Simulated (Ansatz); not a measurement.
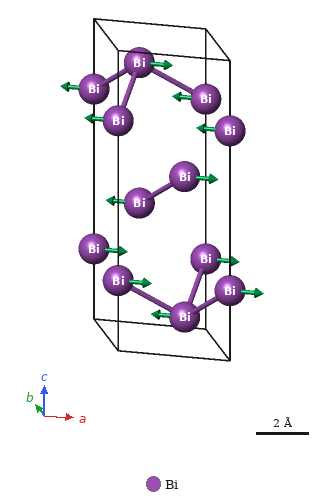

One vibrational mode of crystalline Bi at the zone centre. Displacements are drawn as green arrows; their common scale and sign are arbitrary. A ball-and-stick model of the conventional cell (3 times the calculation's cell), seen slightly off an axis. Lengths and directions refer to the drawn axes.

Computed with DFT PBE, scalar-relativistic, plane waves, PAW in Ansatz.

Input
```yaml
crystal:
  lattice:
    - [2.2908411182, 1.3226177363, 4.0545670767]
    - [-2.2908411182, 1.3226177363, 4.0545670767]
    - [0.0, -2.6452354726, 4.0545670767]
  atoms:
    - { symbol: Bi, position: [0.2339139682, 0.2339139682, 0.2339139682] }
    - { symbol: Bi, position: [0.7660860318, 0.7660860318, 0.7660860318] }
basis:
  ecutwfc: 420
kpoints:
  mp_grid: { grid: [12, 12, 12] }
hamiltonian:
  xc: pbe
scf:
  occupations: { method: fermi_dirac, width: 0.15 }
output:
  eigenvalues: true
phonons:
  method: dfpt
  eigenvectors: true
```

Command:
```bash
ansatz run input.yaml --threads 1 --pin off --max-ram 3072MiB --backend cpu --events-out ev --progress --plain --runs-dir out
```

The frequencies depend somewhat on the k-mesh and the smearing.

Q: Describe the mode and give its frequency.

A: This is the E_g mode (doubly degenerate; one member of the set is drawn) at 72 cm⁻¹, the lowest optical level, Raman-active by symmetry. All motion is along a; atoms of one kind move against one another, with no net shift of their sublattice.
